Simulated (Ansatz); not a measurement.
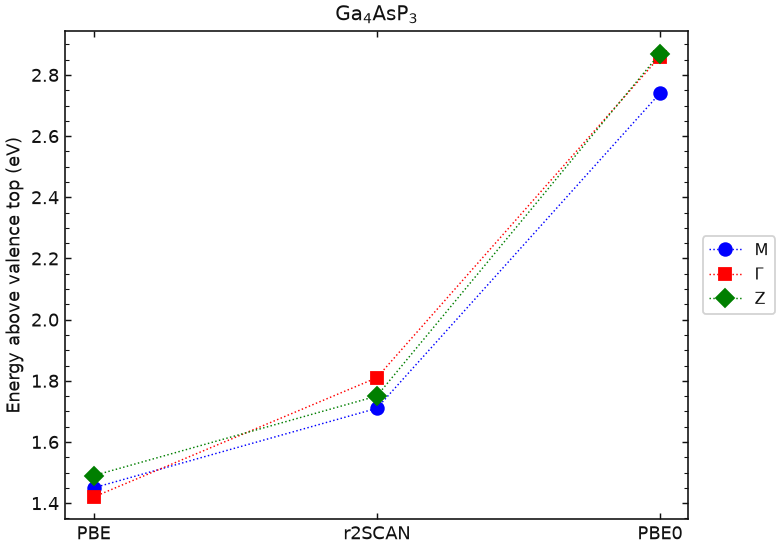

Lowest conduction level at each named k point, counted from the valence-band top at Γ, by several methods on one cell of Ga$_{4}$AsP$_{3}$ (ordered alloy on zincblende lattice), space group P-4m2 (No. 115), 8 atoms in the cell, relaxed with r2SCAN; a = 3.894 Å, c = 10.999 Å (tetragonal axes). All runs are without spin-orbit coupling and carry no moments.

| method | program | M (eV) | Γ (eV) | Z (eV) |
| --- | --- | --- | --- | --- |
| PBE | Ansatz | 1.45 | 1.42 | 1.49 |
| r2SCAN | Ansatz | 1.71 | 1.81 | 1.75 |
| PBE0 | Ansatz | 2.74 | 2.86 | 2.87 |

**What does HSE06 give? It was run as: HSE06, Ansatz PAW set, 4×4×2 k mesh, 420 eV cutoff, fixed occupations (Ansatz 0.2.0).**

HSE06 screens off the long-range part of PBE0's exact exchange, so it lies between PBE and PBE0, here 0.66 eV under PBE0 at M. HSE06 gives 2.08 eV at M, 2.18 eV at Γ and 2.19 eV at Z, which is +0.63 eV from PBE at M.

**Does HSE06 shift these levels rigidly from PBE?**

The shifts are +0.63 eV at M, +0.76 eV at Γ and +0.70 eV at Z, and at points that aren't plotted +0.83 eV (X), +0.85 eV (R) and +0.69 eV (A): over the named points that both runs hold, a spread of 0.22 eV on a mean of 0.74 eV, so one shift describes them only roughly.

**How do the methods rank at M?**

From low to high: PBE 1.45, r2SCAN 1.71, HSE06 2.08, PBE0 2.74 eV.

Settings. PBE: Ansatz PAW set, 6×6×2 k mesh, 420 eV cutoff, Fermi-Dirac smearing of 0.02 eV (Ansatz). r2SCAN: Ansatz PAW set, 6×6×2 k mesh, 500 eV cutoff, fixed occupations (Ansatz). PBE0: Ansatz PAW set, 4×4×2 k mesh, 420 eV cutoff, fixed occupations (Ansatz 0.2.0).

Spin-orbit coupling is left out, which matters for As. The cell was built by a generator and needn't be a form met in nature. r2SCAN, HSE06 and PBE0: the PAW data sets were made with another functional. LDA, GGA and most meta-GGA functionals understate gaps. HSE06 and PBE0: the k mesh is thin for exact exchange.
